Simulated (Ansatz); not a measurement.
# CoO: single-point calculation

System: CoO (F-43m, 2 atoms in the cell).
Method: DFT r2SCAN, scalar-relativistic, plane waves, PAW, no spin polarisation (Ansatz 0.2.0).

The structure was built on a prototype by a generator; it need not be a known phase. It belongs to a series of runs on one base structure; here: no spin polarisation.

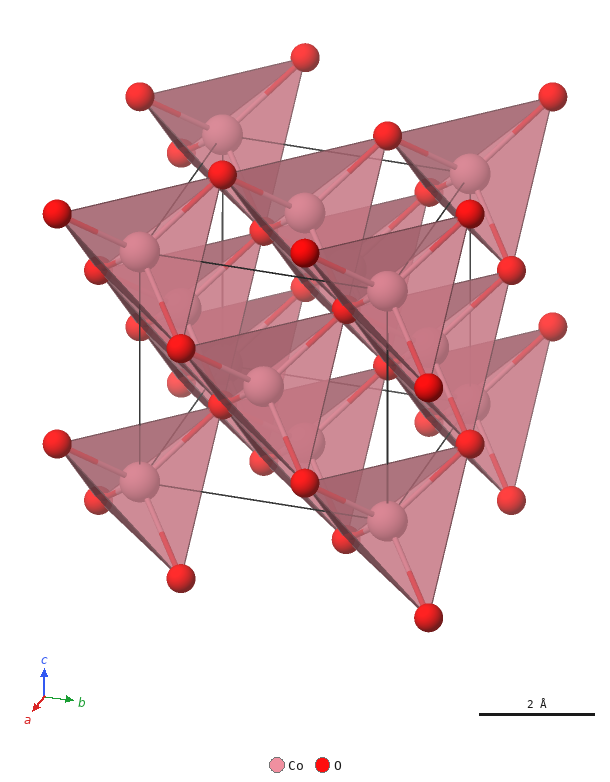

The input geometry (polyhedral view of the cell 4 times as large as that of the calculation, set on its symmetry axes, seen at an oblique angle; polyhedra are completed across the faces of the cell). An atom can appear more than once, as a periodic image.

Key numbers:

| quantity | value |
| --- | --- |
| outcome | converged |
| space group (tolerance 0.01 Å) | F-43m (216) |
| electrons treated | 23 |
| free energy | −5698.2492 eV |
| Fermi energy | 10.653 eV |
| gap on the k-point mesh | none (metallic) |
| pressure | −22.47 GPa |
| largest force (length of the vector) | under 0.001 eV/Å |
| hardware | 1 thread of Arm Neoverse V1, 24 GiB of memory available, shared host |
| wall time | 8.5 s |
| peak memory | 0.4 GiB |

Notes:

The run has no spin polarisation, so a magnetic state may lie lower. The cell is under a tension of 22 GPa at this level, so it is not at its equilibrium volume.

Input file:
```yaml
crystal:
  lattice:
    - [0.0, 2.2712396154, 2.2712396154]
    - [2.2712396154, 0.0, 2.2712396154]
    - [2.2712396154, 2.2712396154, 0.0]
  atoms:
    - { symbol: Co, position: [0.0, 0.0, 0.0] }
    - { symbol: O, position: [0.25, 0.25, 0.25] }
basis:
  ecutwfc: 500
kpoints:
  mp_grid: { grid: [14, 14, 14] }
hamiltonian:
  xc: r2scan
scf:
  occupations: { method: gaussian, width: 0.02 }
output:
  forces: true
  stress: true
  eigenvalues: true
```

Command:
```bash
ansatz run input.yaml --threads 1 --pin off --max-ram 2560MiB --backend cpu --events-out ev --progress --plain --runs-dir out
```

What the program printed:
```
Engine: ansatz 0.2.0, aarch64-unknown-linux-gnu
Pseudopotentials: kind: paw
Pseudopotential: Co, paw, valence charge 17, recommended cutoff 500 eV (meta_gga), Co.paw.azcp
Pseudopotential: O, paw, valence charge 6, recommended cutoff 500 eV (meta_gga), O.paw.azcp
Functional definition: r2SCAN
  parameter k0 = 0.174
  parameter k1 = 0.065
  parameter a1 = 4.9479
  exchange = r2scan_x(k0 = k0, k1 = k1, a1 = a1)
  correlation = r2scan_c
Crystal: 2 atoms, lattice volume = 23.433 Å³
Basis set: ecut = 500 eV, 609 PW (Γ), exchange–correlation on 96×96×96 points (64 copies of the dense FFT grid, shifted against one another)
Bands: 16, of which v1, the nominal top of the filled ones, is band 12 counted from 1 (11 counted from 0)
Symmetry: 24 space group operations
Space group: F-43m (ITA 216), of the structure as read, at distance tolerance 2.9e-5 Å
k-points: 104 of 2744 (time reversal used)
Non-local potential: Co, projectors of the file, l = 0: 3, l = 1: 2, l = 2: 3, l = 3: 1
Non-local potential: O, projectors of the file, l = 0: 2, l = 1: 2, l = 2: 1
PAW form: soft (Blöchl's): semilocal exchange-correlation on the pseudo side does not see the compensation charge
PAW frozen core: Co, regenerated for the run's functional (the file was generated under x = pbe(κ = 0.804, μ = 0.2195149727645171), c = pbe(β = 0.06672455060314922))
PAW frozen core: O, regenerated for the run's functional (the file was generated under x = pbe(κ = 0.804, μ = 0.2195149727645171), c = pbe(β = 0.06672455060314922))
PAW one-centre angular grid: Co, 590 points (default); XC on 160 Gauss nodes
PAW one-centre angular grid: O, 302 points (default); XC on 160 Gauss nodes
Initial density: superposition of atomic densities (neutral atoms: chi_scale 0, normalization atom), corrected by the library's trained network
Initial wavefunctions: pseudopotential atomic-orbital guess
Functional: x = r2scan, c = r2scan; τ floored in thin density (d = 2e-4 eV/Å³)
SCF iter   1: F=—  HF=-5698.187727 eV  |F-HF|=—  |Δ(HF+E_count)|=         —  Δρ=1.21e-2  dr2=2.12e-2  dr2_τ=1.00e-1  ethr=1.77e-3  ⟨swp⟩=5.1  Hψ=7765  notcnv=0
preconditioner: auto → LDOS  [metal: Δε(μ)=0.004 eV  Ē_g=12.056 eV  σ=0.020 eV  W_gap=0.11  n_scr=8 (ndim 8)  ℏωp=29.7 eV  f_vac=0.037  D(μ)=4.17/eV (n_scr^D=64)  β→1.0]
SCF iter   2: F=—  HF=-5698.248671 eV  |F-HF|=—  |Δ(HF+E_count)|=   6.09e-2  Δρ=2.64e-3  dr2=5.86e-4  dr2_τ=3.04e-4  ethr=9.24e-5  ⟨swp⟩=2.9  Hψ=4329  notcnv=0  defer=67
SCF iter   3: F=—  HF=-5698.249413 eV  |F-HF|=—  |Δ(HF+E_count)|=   7.42e-4  Δρ=2.69e-3  dr2=9.08e-4  dr2_τ=3.25e-5  ethr=2.55e-6  ⟨swp⟩=2.0  Hψ=3194  notcnv=0  defer=67
SCF iter   4: F=—  HF=-5698.249185 eV  |F-HF|=—  |Δ(HF+E_count)|=   2.29e-4  Δρ=3.92e-4  dr2=3.60e-5  dr2_τ=9.04e-6  ethr=2.55e-6  ⟨swp⟩=3.0  Hψ=3191  notcnv=0  defer=67
SCF iter   5: F=—  HF=-5698.249199 eV  |F-HF|=—  |Δ(HF+E_count)|=   1.42e-5  Δρ=4.26e-4  dr2=2.85e-5  dr2_τ=6.95e-7  ethr=1.56e-7  ⟨swp⟩=2.6  Hψ=2617  notcnv=0  defer=67
SCF iter   6: F=—  HF=-5698.249194 eV  |F-HF|=—  |Δ(HF+E_count)|=   4.99e-6  Δρ=6.40e-5  dr2=4.94e-7  dr2_τ=6.04e-8  ethr=1.24e-7  ⟨swp⟩=2.2  Hψ=1866  notcnv=0  defer=67
SCF iter   7: F=-5698.249194 eV  HF=-5698.249194 eV  |F-HF|=1.84e-8  |Δ(HF+E_count)|=   1.10e-7  Δρ=1.05e-5  dr2=2.34e-8  dr2_τ=1.08e-9  ethr=4.35e-10  ⟨swp⟩=6.9  Hψ=7712  notcnv=0
SCF 1 converged in 7 iterations: F = -5698.249194 eV  dr2 = 2.34e-8
  greatest PAW one-centre occupation: 1.004 electrons in one spin orbital (limit 2), on the Co atom at site 0 (counted from 0), in its partial waves of l = 1
```

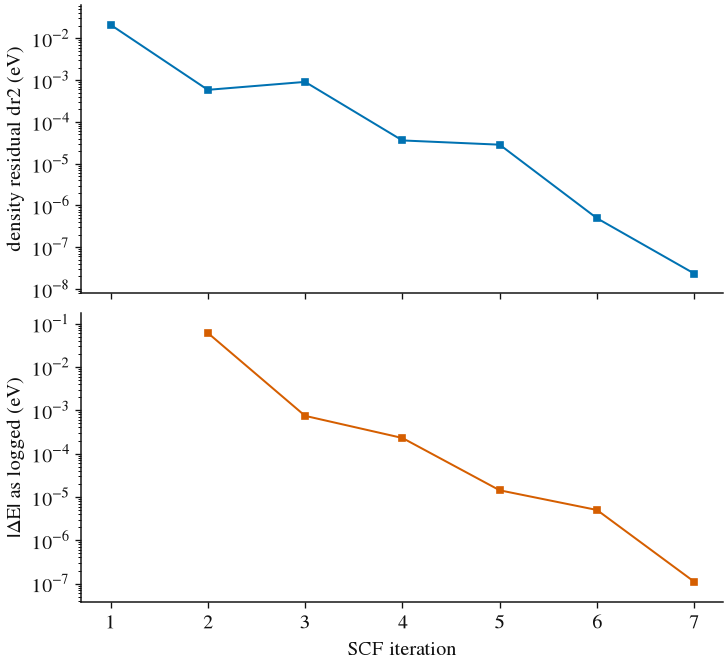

Convergence of the self-consistent field: density residual dr2 and size of the energy change against the SCF iteration. The residual falls almost steadily, with no more than small rises.

```
SCF converged after 7 iterations
Free energy (F): -5698.249194 eV
Harris-Foulkes:  -5698.249194 eV  (|F-HF|=1.84e-8)
Internal energy: -5698.248364 eV  (E = F + TS)
E sigma→0 (E₀):  -5698.248779 eV
Entropy (-TS):   -0.000830 eV (-0.415 meV/atom)
Fermi energy:    10.652966 eV
--- Per-component energies (eV) ---
  E_band       = -401.332432
  E_kinetic    = 619.904614
  E_local      = -3917.112832  (includes V_loc(G=0)·N_el)
  E_nonlocal   = 513.922436
  E_hartree    = 1618.957914
  E_xc         = -226.252296
  E_vxc        = -328.108433  (∫ρ·V_xc dr)
  E_paw        = -1686.269647  (= ΣΔE_a)
  E_vpaw       = -548.538731  (= ΣTr[D̂ρ^β])
  E_aug_tail   = 0.001154  (compensation charges beyond the density's cutoff)
  E_vtau       = 20.687946  (kinetic-family band-sum trace: ∫τ·v_τ [+ j·A + Jᵃ·Aᵃ] dr)
  E_ewald      = -2621.072562
  E_core_change = -0.327147  (= ΣΔE_core)
  E_smearing   = -0.000830  (= −TS)
  E_closure    = -0.000000  (closes the sum)
  Σ components = -5698.249194   (vs F -5698.249194, Δ=0.00e0)
--- Forces (eV/Å), atoms counted from 1 ---
  atom   1  Co    -0.00000000     0.00000000    -0.00000000
  atom   2  O      0.00000000    -0.00000000     0.00000000
  max |Σ_I F_I| component: 2.68e-16 eV/Å
--- Stress (GPa, compression-positive) ---
      -22.471429       0.000000       0.000000
       -0.000000     -22.471429      -0.000000
        0.000000      -0.000000     -22.471429
  P = ⅓ Tr σ = -22.4714 GPa (-224.714 kbar)
--- Band table (eV; the first three rows and the last of 104) ---
  k-point 0: bands = ["-87.8765", "-49.7374", "-49.7374", "-49.7374", "-10.7827", "4.6096", "4.6096", "4.6096", "9.1558", "9.1558", "10.9759", "11.8900", "11.8900", "11.8900", "25.3408", "25.3408"]
  k-point 1: bands = ["-87.8764", "-49.7385", "-49.7376", "-49.7376", "-10.7556", "4.5102", "4.6238", "4.6238", "9.1484", "9.1484", "11.1230", "11.8625", "11.8625", "11.8739", "24.7638", "25.3922"]
  k-point 2: bands = ["-87.8762", "-49.7413", "-49.7380", "-49.7380", "-10.6797", "4.2628", "4.6625", "4.6625", "9.1346", "9.1346", "11.1891", "11.7801", "11.7801", "12.1584", "23.4785", "25.4891"]
  k-point 103: bands = ["-87.8746", "-49.7541", "-49.7493", "-49.7454", "-10.0502", "3.8581", "4.4643", "5.0839", "8.7723", "9.1794", "9.5511", "10.1723", "10.7101", "17.9562", "21.0393", "21.2110"]
```

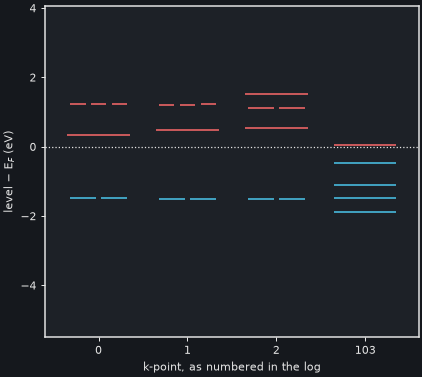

Kohn–Sham levels near the Fermi level (dotted) at the few k-points that the log prints; levels within 0.02 eV of each other stand side by side. The system is metallic on the full mesh.
